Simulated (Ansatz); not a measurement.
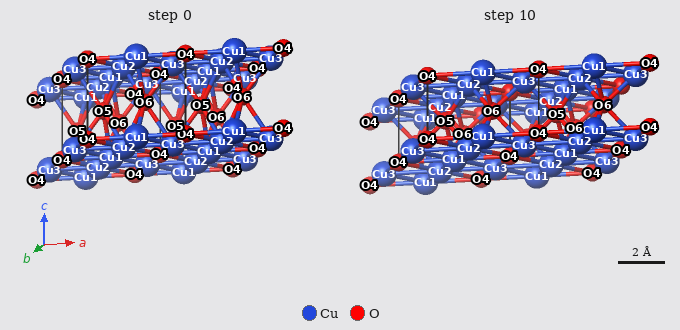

The structure of solid CuO (built on the CoSn type) (coarse preliminary run) before (left) and after (right) a relaxation, at one scale.

The picture is a ball-and-stick view of the cell of the calculation, repeated 2 × 2 × 1 with one cell outlined, seen from a free direction.

Case: CoSn type (P6/mmm, No. 191).

The calculation used DFT PBE, scalar-relativistic, plane waves, PAW in Ansatz 0.2.0. (plane-wave cutoff 420 eV; k-point mesh 6 × 6 × 6; occupations gaussian; smearing width 0.1 eV; collinear spin; cell and atoms relaxed; force threshold 0.04 eV/Å; at most 70 steps)

**Describe what moved and what it gained.**

After 8 accepted moves (10 points after the start) the energy has fallen by 382 meV per atom. All forces vanish by symmetry, so only the cell relaxes. The pressure goes from 5.39 to 0.12 GPa. The SCF was repeated twice at an unchanged geometry on a basis and grid sized afresh for the cell, which shifted the energy by 22.0 meV per atom at most. No atom moves by more than 0.005 Å relative to the cell. The drawn cell changes as follows: a = b 4.483 → 5.091 Å (+13.6 %), c 3.617 → 2.876 Å (−20.5 %); the volume changes by +2.6 %. Some distances before and after: Cu1–O4 2.241 → 2.546 Å, Cu1–Cu2 2.241 → 2.546 Å, Cu1–O5 2.224 → 2.056 Å. Among the angles between lasting bonds that change: Cu1–O6–Cu1 108.8° → 88.7°, Cu1–O6–Cu2 60.5° → 76.5°, Cu1–O6–Cu2 146.2° → 138.1°. The space group stays P6/mmm (No. 191). The program noted that the starting moments weren't kept. The run may lie on a higher electronic state than the lowest, so the end point isn't shown to be the ground-state structure. The run took 3.8 min on 1 thread of Arm Neoverse V1, on a shared host, peak memory 0.42 GiB.
